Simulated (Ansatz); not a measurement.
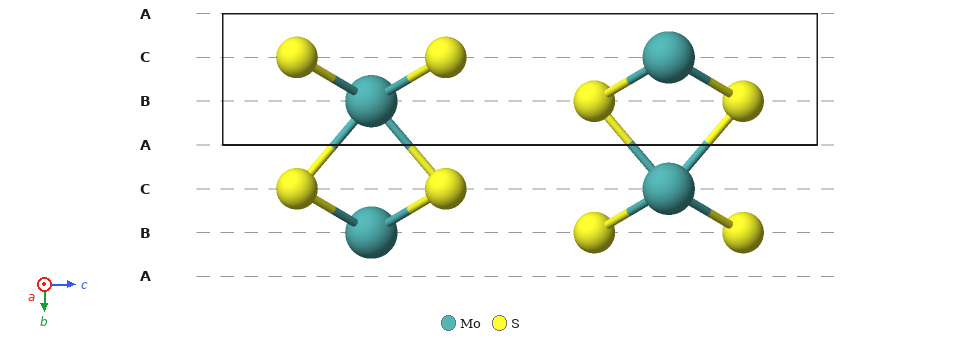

Projection along an edge of the hexagonal mesh, stacking direction c to the right. The dashed lines mark the three columns A (0, 0), B (1/3, 2/3) and C (2/3, 1/3). The sequence starts with the first layer at or above the cell's origin.

The compound is MoS₂, taken as the end point of a relaxation with Ansatz 0.2.0, DFT, r2SCAN+rVV10, plane waves, PAW.

Read off the stacking sequence over one period.

S(C) – Mo(B) – S(C) – S(B) – Mo(C) – S(B) (six layers in 12.44 Å).

How are the S layers alone stacked?

S layers alone: CCBB, a sequence in which some neighbouring layers lie directly above each other.

Which positions between or in the S layers do the other atoms fill?

Mo: two trigonal-prismatic sites in each hexagonal cell. Two of the four gaps between S layers are empty, 3.11 Å wide.

What short polytype symbol fits?

Polytype symbol 2H, the symbol of a layered MX2 polytype (number of slabs in the repeat and lattice).

Heights of the layers:

```tsv
layer	atoms (column)	height (Å)	to next (Å)
1	S(C)	1.55	1.56
2	Mo(B)	3.11	1.56
3	S(C)	4.66	3.11
4	S(B)	7.77	1.56
5	Mo(C)	9.33	1.56
6	S(B)	10.88	3.11
```
